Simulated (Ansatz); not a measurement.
Given this structure:

```yaml
crystal:
  lattice:
    - [3.99207, 0.00000, 0.00000]
    - [0.00000, 6.25595, 0.00000]
    - [0.00000, 0.00000, 6.28912]
  atoms:
    - { symbol: Si, position: [0.00000, 0.33333, 0.06303] }
    - { symbol: Si, position: [0.00000, 0.66667, 0.56303] }
    - { symbol: Si, position: [0.00000, 0.33333, 0.43697] }
    - { symbol: Si, position: [0.00000, 0.66667, 0.93697] }
    - { symbol: Si, position: [0.50000, 0.83333, 0.06303] }
    - { symbol: Si, position: [0.50000, 0.16667, 0.56303] }
    - { symbol: Si, position: [0.50000, 0.83333, 0.43697] }
    - { symbol: Si, position: [0.50000, 0.16667, 0.93697] }
```

Question: Work out the structure from the coordinates.

Answer: The element is silicon. It belongs to space group Cmcm (No. 63) and has a base-centred orthorhombic lattice. The cell holds eight atoms. Si bonds to four Si in a distorted tetrahedral arrangement at 2.23 to 2.39 Å. The bonds build a three-dimensional framework.

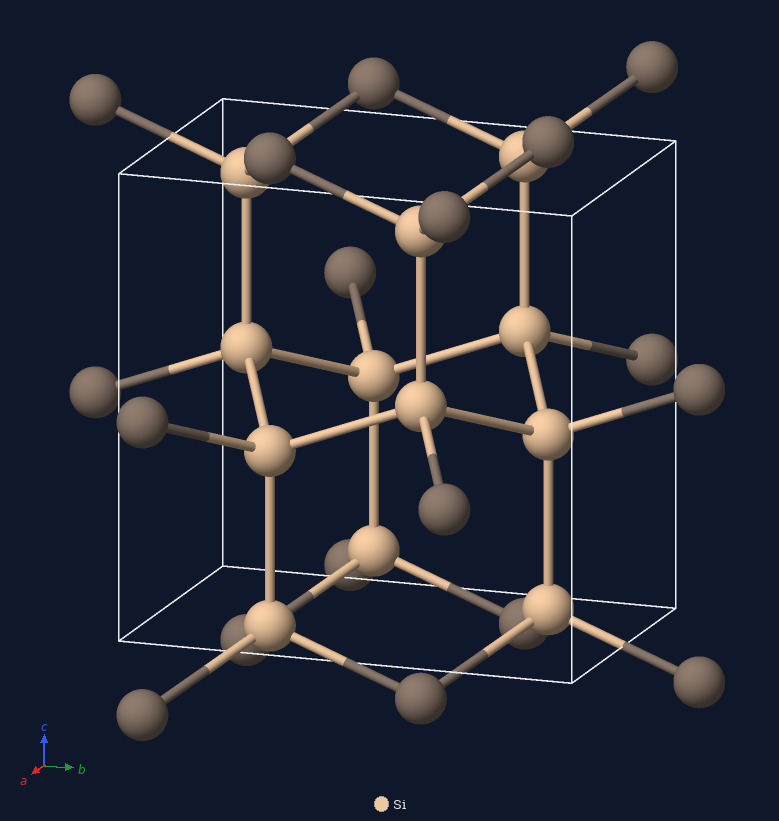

The structure above is drawn in ball-and-stick style and viewed slightly off an axis. The wireframe shows the conventional unit cell. Outside the box, the atoms bonded to those within are drawn, in fainter colours. Colours: silicon light orange.

The structure comes from a structure listed in the Materials Project. The cell was then strained or its atoms displaced on purpose. It went into a calculation with Ansatz.

At this level of theory the run's own cell isn't at rest (forces up to 1.0 eV/Å), so its distances can differ from those at equilibrium, the more so the softer the solid.
